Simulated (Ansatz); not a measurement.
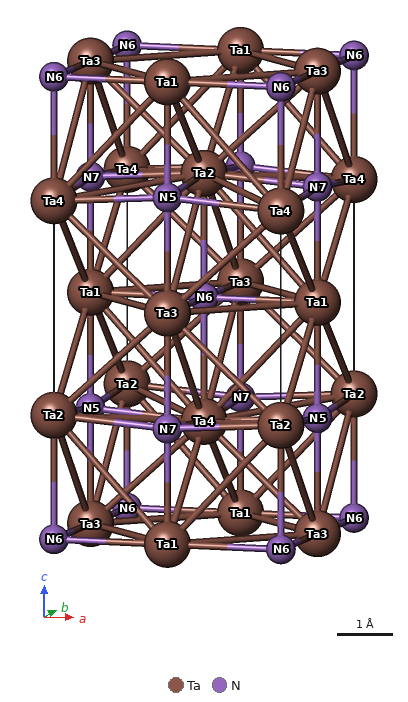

The structure as given in the input (ball-and-stick view of the cell 2 times as large as that of the calculation, set on its symmetry axes, seen slightly off an axis; atoms are numbered from 1 in the order of the input). An atom can appear more than once, as a periodic image. Near neighbours in the periodic cell (some may lie outside the picture): Ta has 4 N at 2.14 to 2.19 Å and 12 Ta at 2.96 to 3.18 Å; Ta has 5 N at 2.20 to 2.30 Å and 12 Ta at 2.96 to 3.18 Å; N has 6 Ta at 2.14 to 2.30 Å.

Run report: Ta$_{4}$N$_{3}$, band-structure calculation

- system: Ta$_{4}$N$_{3}$ (I4/mmm, 7 atoms in the cell)
- method: DFT r2SCAN, scalar-relativistic, plane waves, PAW, no spin polarisation (Ansatz 0.2.0)

The structure derives from a Materials Project entry. Figures and captions count atoms from 1; the log counts them from 0 in places.

### Input
```yaml
crystal:
  lattice:
    - [-2.1900881929, 2.1900881929, 4.289941994]
    - [2.1900881929, -2.1900881929, 4.289941994]
    - [2.1900881929, 2.1900881929, -4.289941994]
  atoms:
    - { symbol: Ta, position: [0.0, 0.5, 0.5] }
    - { symbol: Ta, position: [0.2681744166, 0.2681744166, 0.0] }
    - { symbol: Ta, position: [0.5, 0.0, 0.5] }
    - { symbol: Ta, position: [0.7318255834, 0.7318255834, 0.0] }
    - { symbol: "N", position: [0.75, 0.25, 0.5] }
    - { symbol: "N", position: [0.0, 0.0, 0.0] }
    - { symbol: "N", position: [0.25, 0.75, 0.5] }
basis:
  ecutwfc: 500
kpoints:
  mp_grid: { grid: [12, 12, 12] }
  band_path:
    path:
      - [[0.0, 0.0, 0.0], [0.0, 0.0, 0.5], [0.25, 0.25, 0.25], [0.0, 0.5, 0.0], [0.0, 0.0, 0.0], [0.5, 0.5, -0.5], [0.31515689, 0.68484311, -0.31515689]]
      - [[-0.31515689, 0.31515689, 0.31515689], [0.0, 0.0, 0.0]]
      - [[0.0, 0.0, 0.5], [-0.13031379, 0.13031379, 0.5]]
      - [[0.5, 0.5, -0.13031379], [0.5, 0.5, -0.5]]
    npoints: 14
hamiltonian:
  xc: r2scan
scf:
  occupations: { method: gaussian, width: 0.1 }
  n_extra_bands: 17
output:
  forces: true
  stress: true
  eigenvalues: true
  populations: true
  dos: { projected: true, de: 0.02, nscf_kmesh: { grid: [18, 18, 18] } }
  bader: true
  write_density: true
  write_potential: true
  elf: true
  volumetric_format: npy
```

Hardware: 2 threads of Oxide Virtual Turin-like (Zen 5), 32 GiB of memory available, shared host.

Run as:
```bash
ansatz run input.yaml --threads 2 --pin off --max-ram 5120MiB --backend cpu --events-out ev --progress --plain --runs-dir out
```

### Log
```
scf.n_extra_bands = 17 over 34 filled bands (N_el = 67.0): the run solves 51 bands
Engine: ansatz 0.2.0, x86_64-unknown-linux-gnu
Pseudopotentials: kind: paw
Pseudopotential: Ta, paw, valence charge 13, recommended cutoff 500 eV (meta_gga), Ta.paw.azcp
Pseudopotential: N, paw, valence charge 5, recommended cutoff 500 eV (meta_gga), N.paw.azcp
Functional definition: r2SCAN
  parameter k0 = 0.174
  parameter k1 = 0.065
  parameter a1 = 4.9479
  exchange = r2scan_x(k0 = k0, k1 = k1, a1 = a1)
  correlation = r2scan_c
Crystal: 7 atoms, lattice volume = 82.307 Å³
Basis set: ecut = 500 eV, 2103 PW (Γ), exchange–correlation on 160×160×160 points (64 copies of the dense FFT grid, shifted against one another)
Bands: 51, of which v1, the nominal top of the filled ones, is band 34 counted from 1 (33 counted from 0)
Symmetry: 16 space group operations
Space group: I4/mmm (ITA 139), of the structure as read, at distance tolerance 4.3e-5 Å
k-points: 163 of 1728
Non-local potential: Ta, projectors of the file, l = 0: 3, l = 1: 2, l = 2: 2, l = 3: 1
Non-local potential: N, projectors of the file, l = 0: 2, l = 1: 2, l = 2: 1
PAW form: soft (Blöchl's): semilocal exchange-correlation on the pseudo side does not see the compensation charge
PAW frozen core: Ta, regenerated for the run's functional (the file was generated under x = pbe(κ = 0.804, μ = 0.2195149727645171), c = pbe(β = 0.06672455060314922))
PAW frozen core: N, regenerated for the run's functional (the file was generated under x = pbe(κ = 0.804, μ = 0.2195149727645171), c = pbe(β = 0.06672455060314922))
PAW one-centre angular grid: Ta, 590 points (default); XC on 160 Gauss nodes
PAW one-centre angular grid: N, 302 points (default); XC on 160 Gauss nodes
Initial density: superposition of atomic densities (neutral atoms: chi_scale 0, normalization atom), corrected by the library's trained network
Initial wavefunctions: pseudopotential atomic-orbital guess
Functional: x = r2scan, c = r2scan; τ floored in thin density (d = 2e-4 eV/Å³)
SCF iter   1: F=—  HF=-40938.945451 eV  |F-HF|=—  |Δ(HF+E_count)|=         —  Δρ=1.31e-2  dr2=1.59e-1  dr2_τ=4.12e-1  ethr=1.77e-3  ⟨swp⟩=5.6  Hψ=33886  notcnv=0  defer=207
preconditioner: auto → Kerker (q_TF=auto, 2.636 Å⁻¹)  [metal: Δε(μ)=0.031 eV  Ē_g=11.594 eV  σ=0.100 eV  W_gap=0.17  n_scr=30 (ndim 8)  ℏωp=24.2 eV  f_vac=0.000  D(μ)=1.89/eV (n_scr^D=14)]
SCF iter   2: F=—  HF=-40939.158684 eV  |F-HF|=—  |Δ(HF+E_count)|=   2.13e-1  Δρ=8.93e-3  dr2=5.91e-2  dr2_τ=3.46e-3  ethr=2.37e-4  ⟨swp⟩=2.0  Hψ=13535  notcnv=0  defer=1751
SCF iter   3: F=—  HF=-40939.165326 eV  |F-HF|=—  |Δ(HF+E_count)|=   6.64e-3  Δρ=3.63e-3  dr2=1.49e-2  dr2_τ=2.76e-3  ethr=8.82e-5  ⟨swp⟩=2.0  Hψ=9417  notcnv=0  defer=1751
SCF iter   4: F=—  HF=-40939.164770 eV  |F-HF|=—  |Δ(HF+E_count)|=   5.56e-4  Δρ=9.58e-4  dr2=1.25e-3  dr2_τ=1.64e-4  ethr=2.22e-5  ⟨swp⟩=2.0  Hψ=8949  notcnv=0  defer=1751
SCF iter   5: F=—  HF=-40939.164767 eV  |F-HF|=—  |Δ(HF+E_count)|=   2.54e-6  Δρ=3.50e-4  dr2=1.10e-4  dr2_τ=5.38e-6  ethr=1.86e-6  ⟨swp⟩=2.0  Hψ=8825  notcnv=0  defer=1751
SCF iter   6: F=—  HF=-40939.164781 eV  |F-HF|=—  |Δ(HF+E_count)|=   1.35e-5  Δρ=9.32e-5  dr2=6.31e-6  dr2_τ=7.11e-7  ethr=1.65e-7  ⟨swp⟩=2.1  Hψ=10443  notcnv=0  defer=1751
SCF iter   7: F=—  HF=-40939.164778 eV  |F-HF|=—  |Δ(HF+E_count)|=   2.64e-6  Δρ=1.73e-5  dr2=2.07e-7  dr2_τ=1.55e-8  ethr=9.41e-9  ⟨swp⟩=2.0  Hψ=9927  notcnv=0  defer=1751
SCF iter   8: F=-40939.164778 eV  HF=-40939.164778 eV  |F-HF|=2.67e-9  |Δ(HF+E_count)|=   1.18e-7  Δρ=4.29e-6  dr2=1.58e-8  dr2_τ=1.38e-9  ethr=1.49e-10  ⟨swp⟩=15.0  Hψ=59978  notcnv=0
SCF 1 converged in 8 iterations: F = -40939.164778 eV  dr2 = 1.58e-8
  greatest PAW one-centre occupation: 0.998 electrons in one spin orbital (limit 2), on the Ta atom at site 3 (counted from 0), in its partial waves of l = 0
NSCF: frozen V_eff on 130 k-points
NSCF: frozen V_eff on 480 k-points
SCF converged after 8 iterations
Free energy (F): -40939.164778 eV
Harris-Foulkes:  -40939.164778 eV  (|F-HF|=2.67e-9)
Internal energy: -40939.155283 eV  (E = F + TS)
E sigma→0 (E₀):  -40939.160031 eV
Entropy (-TS):   -0.009495 eV (-1.356 meV/atom)
Fermi energy:    20.547412 eV
--- Per-component energies (eV) ---
  E_band       = -314.589684
  E_kinetic    = 1874.517374
  E_local      = -2372.373866  (includes V_loc(G=0)·N_el)
  E_nonlocal   = 193.600274
  E_hartree    = 810.941272
  E_xc         = -1002.171130
  E_vxc        = -1148.612897  (∫ρ·V_xc dr)
  E_paw        = -34079.883402  (= ΣΔE_a)
  E_vpaw       = -542.649844  (= ΣTr[D̂ρ^β])
  E_aug_tail   = 0.000355  (compensation charges beyond the density's cutoff)
  E_vtau       = 59.046672  (kinetic-family band-sum trace: ∫τ·v_τ [+ j·A + Jᵃ·Aᵃ] dr)
  E_ewald      = -6360.672346
  E_core_change = -3.113815  (= ΣΔE_core)
  E_smearing   = -0.009495  (= −TS)
  E_closure    = 0.000000  (closes the sum)
  Σ components = -40939.164778   (vs F -40939.164778, Δ=0.00e0)
--- Forces (eV/Å), atoms counted from 1 ---
  atom   1  Ta     0.00000000     0.00000000     0.00000000
  atom   2  Ta     0.00000000     0.00000000    -0.00048506
  atom   3  Ta    -0.00000000     0.00000000    -0.00000000
  atom   4  Ta     0.00000000     0.00000000     0.00048506
  atom   5  N      0.00000000    -0.00000000     0.00000000
  atom   6  N      0.00000000     0.00000000     0.00000000
  atom   7  N      0.00000000     0.00000000     0.00000000
  max |Σ_I F_I| component: 8.67e-19 eV/Å
--- Stress (GPa, compression-positive) ---
       -0.009918      -0.000000       0.000000
       -0.000000      -0.009918       0.000000
        0.000000       0.000000       0.009729
  P = ⅓ Tr σ = -0.0034 GPa (-0.034 kbar)
--- Band table (eV; the first three rows and the last of 163) ---
  k-point 0: bands = ["-50.2231", "-50.1777", "-49.7273", "-49.6916", "-16.4224", "-16.4224", "-16.3467", "-16.1045", "-16.1045", "-15.9477", "-15.9273", "-15.9273", "-15.8302", "-15.5185", "-15.1990", "-15.1990", "1.3304", "2.7354", "2.9643", "13.0773", "13.7815", "13.8291", "13.8291", "14.9926", "14.9926", "15.0659", "15.7843", "16.2160", "16.5494", "16.5494", "19.2731", "19.2731", "19.7908", "19.8461", "19.8461", "21.6342", "21.6342", "21.6676", "22.1405", "24.0004", "24.0621", "24.5036", "24.7108", "25.3397", "25.5584", "25.5584", "25.5933", "25.9837", "26.7426", "27.3613", "29.3472"]
  k-point 1: bands = ["-50.2214", "-50.1790", "-49.7263", "-49.6929", "-16.4520", "-16.4057", "-16.3200", "-16.1389", "-16.0971", "-16.0221", "-15.9043", "-15.8690", "-15.8089", "-15.5296", "-15.2210", "-15.1945", "1.4350", "2.8133", "3.0300", "12.9182", "13.3959", "13.7908", "13.8987", "14.6674", "14.8888", "15.1026", "15.7628", "16.1767", "16.1864", "16.6930", "19.2089", "19.3586", "19.5169", "19.7735", "20.3444", "21.6402", "21.6834", "22.1063", "22.3493", "23.7312", "24.4112", "24.4417", "24.9180", "25.3009", "25.3908", "25.5571", "25.6641", "26.1013", "27.1851", "27.2291", "29.3467"]
  k-point 2: bands = ["-50.2168", "-50.1826", "-49.7235", "-49.6967", "-16.5240", "-16.3581", "-16.2460", "-16.2254", "-16.1136", "-16.0772", "-15.8418", "-15.8361", "-15.7596", "-15.5622", "-15.2716", "-15.1806", "1.7298", "3.0301", "3.2139", "12.5214", "12.6863", "13.6740", "13.8509", "14.0043", "14.5631", "14.7292", "15.4109", "15.8327", "15.9630", "17.3488", "19.0636", "19.4837", "19.6093", "19.6499", "21.0857", "21.7230", "21.8535", "22.7757", "22.9334", "23.2427", "24.1543", "24.7263", "25.0134", "25.4826", "25.4956", "25.9352", "26.0213", "26.2560", "27.2073", "28.3284", "29.3310"]
  k-point 162: bands = ["-50.2175", "-50.1790", "-49.7318", "-49.6918", "-16.5214", "-16.5214", "-16.0571", "-16.0571", "-16.0286", "-15.9961", "-15.8524", "-15.8523", "-15.8523", "-15.7871", "-15.2161", "-15.2161", "2.1435", "2.3642", "2.5670", "12.2513", "14.1920", "14.2758", "14.2758", "15.3056", "15.4788", "15.4788", "16.1520", "16.1806", "16.1806", "16.4756", "16.4756", "17.0340", "17.7103", "21.2048", "21.2048", "22.3833", "23.1583", "23.4199", "23.4199", "23.8883", "23.9395", "24.1040", "24.1327", "24.7018", "25.1446", "25.5739", "25.7130", "25.7130", "26.3386", "28.4523", "28.4523"]
--- Löwdin populations: 7 sites ---
  site symbol       q [e]
     0     Ta     12.4175
     1     Ta     12.2864
     2     Ta     12.4175
     3     Ta     12.2864
     4      N      5.7357
     5      N      5.7719
     6      N      5.7357
  spilling = 0.005210 (of n_electrons = 67.000000)
--- Bader charges: 7 sites ---
  site symbol  charge [e]  shift [e]
     0     Ta      1.3025     0.0003
     1     Ta      1.5299     0.0009
     2     Ta      1.3025     0.0003
     3     Ta      1.5299     0.0009
     4      N     -1.9083     0.0000
     5      N     -1.8482     0.0013
     6      N     -1.9083     0.0000
  estimated error of the sums over rays = 9.9e-4 e
```

### File bader_charges.tsv
```
# site	symbol	x_ang	y_ang	z_ang	partial_charge_e	electrons	volume_ang3	relative_density_drop	shared_charge_e	partial_wave_shift_e
# quadrature_error_electrons = 9.9e-4
0	Ta	2.1901	0.0000	0.0000	1.30246	71.69754	13.38	-	1.30246	0.00026
1	Ta	0.0000	0.0000	2.3009	1.52993	71.47007	12.56	-	1.52993	0.00088
2	Ta	0.0000	2.1901	0.0000	1.30245	71.69755	13.38	-	1.30245	0.00026
3	Ta	0.0000	0.0000	6.2790	1.52993	71.47007	12.56	-	1.52993	0.00088
4	N	0.0000	2.1901	2.1450	-1.90830	8.90830	9.99	-	-1.90830	0.00005
5	N	0.0000	0.0000	0.0000	-1.84816	8.84816	10.45	-	-1.84816	0.00133
6	N	2.1901	0.0000	2.1450	-1.90831	8.90831	9.99	-	-1.90831	0.00005
```

### File populations.tsv
```
# site	symbol	l	j	q
# orbitals = lowdin
# n_electrons = 67.000000
# spilling = 0.005210
0	Ta	0_5S	-	1.954084
0	Ta	0_6S	-	0.614569
0	Ta	1_5P	-	5.986282
0	Ta	2_5D	-	3.862553
1	Ta	0_5S	-	1.954019
1	Ta	0_6S	-	0.551090
1	Ta	1_5P	-	5.985270
1	Ta	2_5D	-	3.795984
2	Ta	0_5S	-	1.954084
2	Ta	0_6S	-	0.614569
2	Ta	1_5P	-	5.986282
2	Ta	2_5D	-	3.862553
3	Ta	0_5S	-	1.954019
3	Ta	0_6S	-	0.551090
3	Ta	1_5P	-	5.985270
3	Ta	2_5D	-	3.795984
4	N	0_2S	-	1.468163
4	N	1_2P	-	4.267499
5	N	0_2S	-	1.505483
5	N	1_2P	-	4.266400
6	N	0_2S	-	1.468163
6	N	1_2P	-	4.267499
```

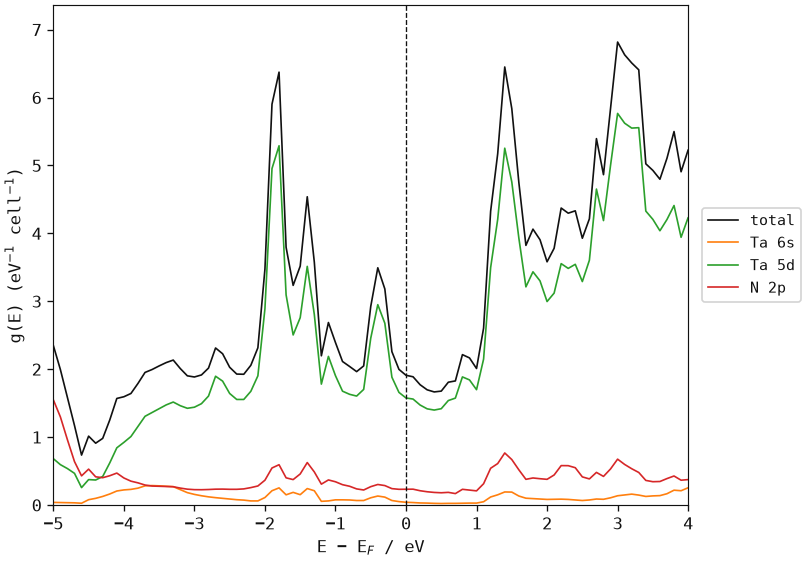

Density of states (projected on Löwdin-orthogonalised atomic shells), with energies from the Fermi level. There are states at the Fermi level: a metal at this level of theory.

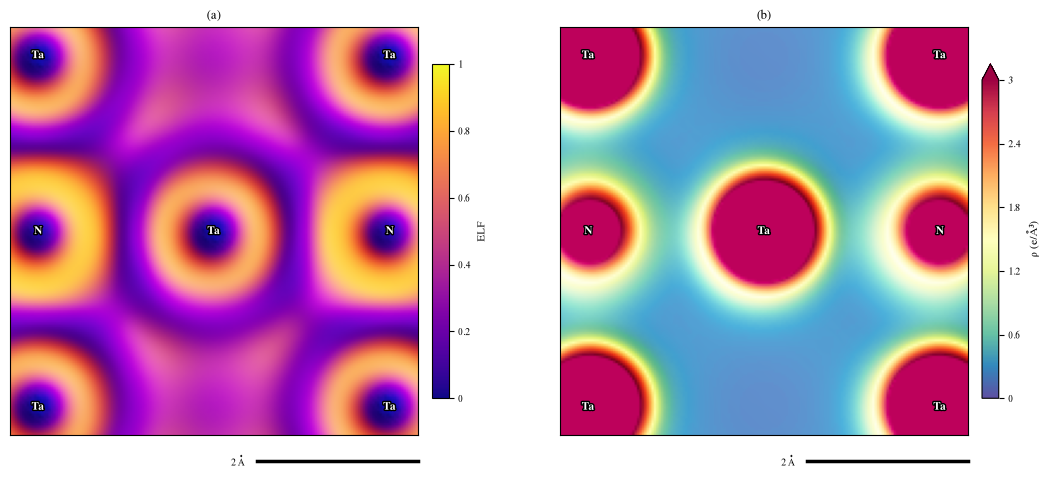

(a) ELF; (b) valence charge density (pseudo) on the (001) plane of the conventional cell. Ta–N (2.19 Å): ρ at the midpoint is about 0.56 e/Å³; the ELF is about 0.20 at the midpoint (a polar contact without a shared pair, in a metal). Ta–Ta (3.10 Å): ρ is about 0.25 e/Å³ halfway; the ELF is about 0.30 at the midpoint; no localised pair between them. Away from the nuclei the density in this plane falls to 0.16 e/Å³ at its lowest. The strong features right at Ta lie inside the PAW spheres (semicore, d or f shells) and say nothing about bonding. The fields are those of the smooth PAW valence density.

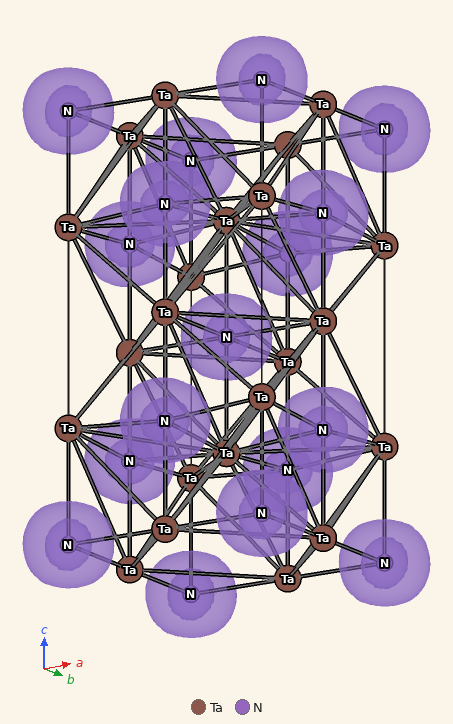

Isosurface of the ELF at 0.7 (purple), seen at an oblique angle. Only the valence region is drawn (cores and ρ < 0.01 e/Å³ removed). Sticks mark near contacts. The outline is the cell set on symmetry axes. Values along the shortest contacts: Ta–N (2.14 Å): the ELF is about 0.15 at the midpoint; a polar contact without a shared pair, in a metal. Ta–Ta (2.96 Å): the ELF is about 0.40 at the midpoint (no localised pair between them).

### Summary

- outcome: converged
- space group (tolerance 0.01 Å): I4/mmm (139)
- electrons treated: 67
- free energy: −40939.1648 eV
- Fermi energy: 20.547 eV
- gap on the k-point mesh: none (metallic)
- pressure: 0.00 GPa
- largest force (length of the vector): under 0.001 eV/Å
- wall time: 2.4 min (CPU time 4.7 min)
- peak memory: 1.7 GiB

Spin–orbit coupling is left out, which matters for Ta. The cell holds an odd number of electrons but the run has no spin polarisation, so a band is left half filled.
